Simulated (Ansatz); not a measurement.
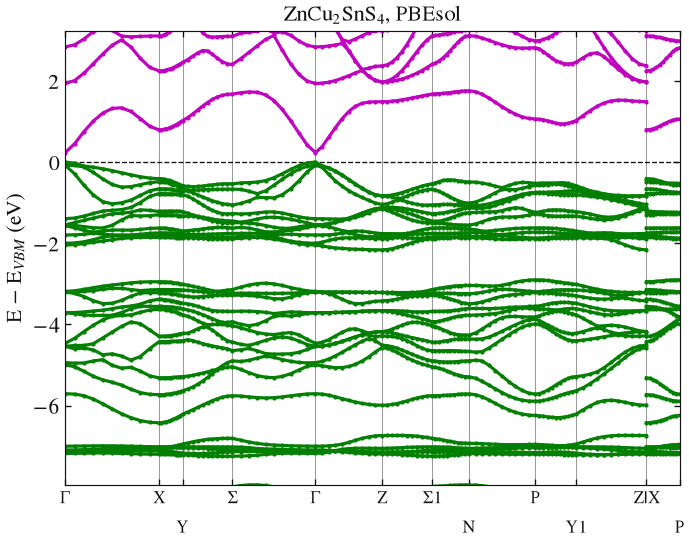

Band structure. Energies are counted from the top of the valence band.

> Which Bravais lattice do the labels of the path belong to?

A body-centred tetragonal lattice: the path Γ–X–Y–Σ–Γ–Z–Σ1–N–P–Y1–Z|X–P runs through the special points of its Brillouin zone.

Calculation on ZnCu2SnS4, space group I-4 (No. 82), 8 atoms in the primitive cell; a = 5.434 Å, c = 10.850 Å (tetragonal axes).

Method: PBEsol, Ansatz PAW, no spin polarisation, no spin-orbit coupling, 7×7×7 k mesh, 420 eV cutoff (Ansatz).

> Read off the fundamental gap and say whether it is direct.

The bands leave a gap. The gap along this path is 0.23 eV and direct: both edges lie at Γ.

> How many bands meet at the valence-band top?

The top valence level at Γ is a single band, not degenerate (spin aside). The next level lies only 0.08 eV lower.

> What are the direct gaps at Y1, Z and Σ?

The direct gaps are 1.60 eV at Y1, 2.32 eV at Z and 2.21 eV at Σ.

Spin-orbit coupling is left out, which matters for Sn. The PAW data sets were made with another functional. LDA, GGA and most meta-GGA functionals understate gaps. In reduced coordinates of the cell that was run, X is (0, 0, 0.5), Y is (−0.125, 0.125, 0.5), Σ is (−0.313, 0.313, 0.313), Z is (0.5, 0.5, −0.5), Σ1 is (0.313, 0.687, −0.313), N is (0, 0.5, 0), P is (0.25, 0.25, 0.25) and Y1 is (0.5, 0.5, −0.125).
